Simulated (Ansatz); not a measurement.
Cu$_{5}$N (slab)

Input file:

```
crystal:
  lattice:
    - [2.5196845177, 0.0, 0.0]
    - [0.0, 2.5196845177, 0.0]
    - [0.0, 0.0, 26.1267440356]
  atoms:
    - { symbol: Cu, position: [0.5, 0.5, 0.325337133] }
    - { symbol: Cu, position: [0.0, 0.0, 0.3935310881] }
    - { symbol: Cu, position: [0.5, 0.5, 0.461759551] }
    - { symbol: Cu, position: [0.0, 0.0, 0.530140543] }
    - { symbol: Cu, position: [0.5, 0.5, 0.5961312257] }
    - { symbol: "N", position: [0.0, 0.0, 0.6336406834] }
basis:
  ecutwfc: 420
kpoints:
  mp_grid: { grid: [11, 11, 1] }
hamiltonian:
  xc: pbesol
scf:
  occupations: { method: gaussian, width: 0.1 }
output:
  forces: true
  eigenvalues: true
  write_density: true
  write_potential: true
  elf: true
  volumetric_format: npy
relax:
  adjacent_minimum: "off"
  f_tol: 0.03
  max_steps: 70
  constraints: [{ sites: [0, 1] }]
efield:
  axis: 3
  dipole_correction: true
  ramp_width: 0.04
```

Command:

```sh
ansatz run input.yaml --threads 1 --pin off --max-ram 2560MiB --backend cpu --events-out ev --progress --plain --runs-dir out
```

The fields are those of the relaxed geometry.

Computed without spin polarisation.

All numbers below come from Ansatz, DFT PBEsol, scalar-relativistic, plane waves, PAW.

Core electrons are frozen (PAW), and the valence fields are smoothed inside the atomic spheres.

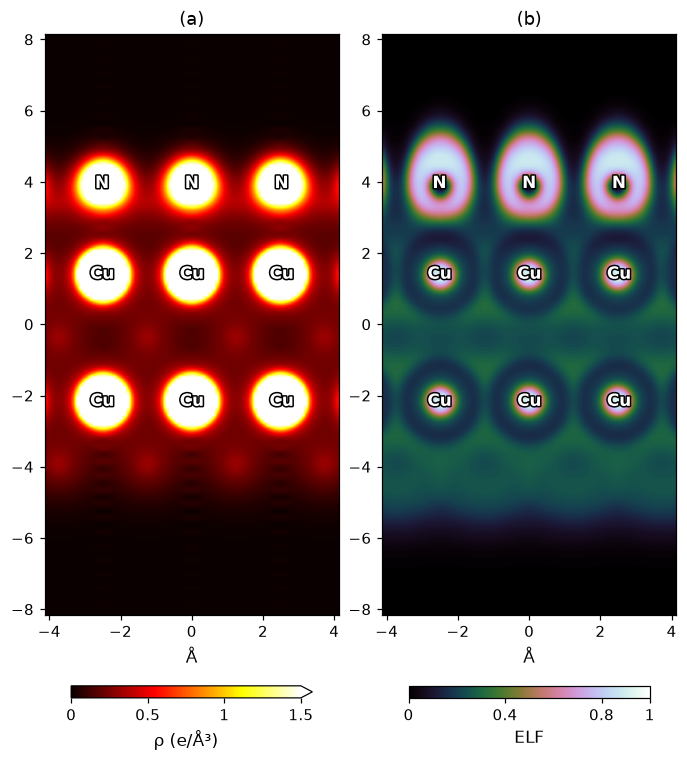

Figure 1. (a) valence charge density (pseudo); (b) electron localisation function on the (010) plane of the calculation cell, a cut from vacuum to vacuum.

**Read the bonding off the picture.**

The section cuts through Cu and N sites. The density dies away to nearly zero in the vacuum. The features right at Cu lie inside the PAW spheres, where the map follows smoothed inner orbitals and isn't to be read closely.

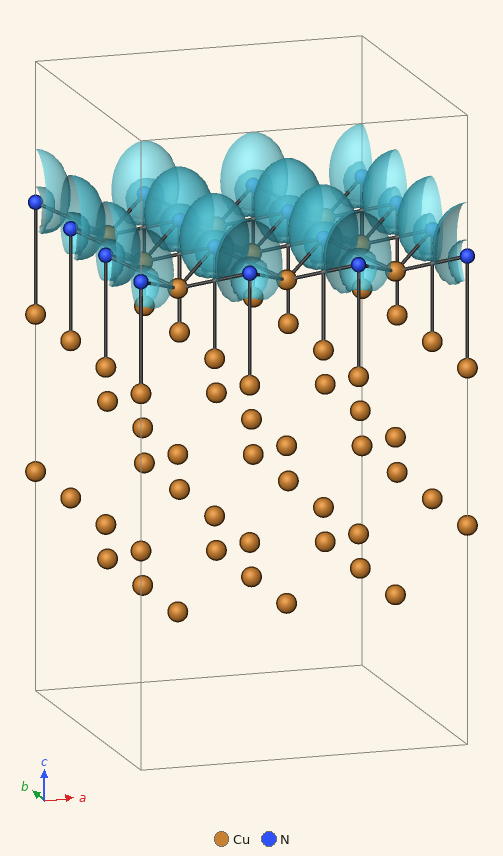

Figure 2. Isosurface of the electron localisation function at 0.7 (cyan), seen slightly off an axis. Core shells and regions of very low density are left out. Sticks mark near contacts.

**What do the ELF domains correspond to?**

At this value the surface marks out one region wrapped around N (its valence shell), counted in one cell of 6 atoms. Counts are for one cell; the picture repeats the cell along the surface. Along the contacts the grid gives the following. Cu–N (1.86 Å): the ELF peaks at about 0.80 in the valence shell of N, 0.6 Å from its nucleus, and is about 0.30 at the midpoint.

**Does the calculation make it a metal, or give it a gap?**

It is gapless in this calculation (a metal or semimetal).
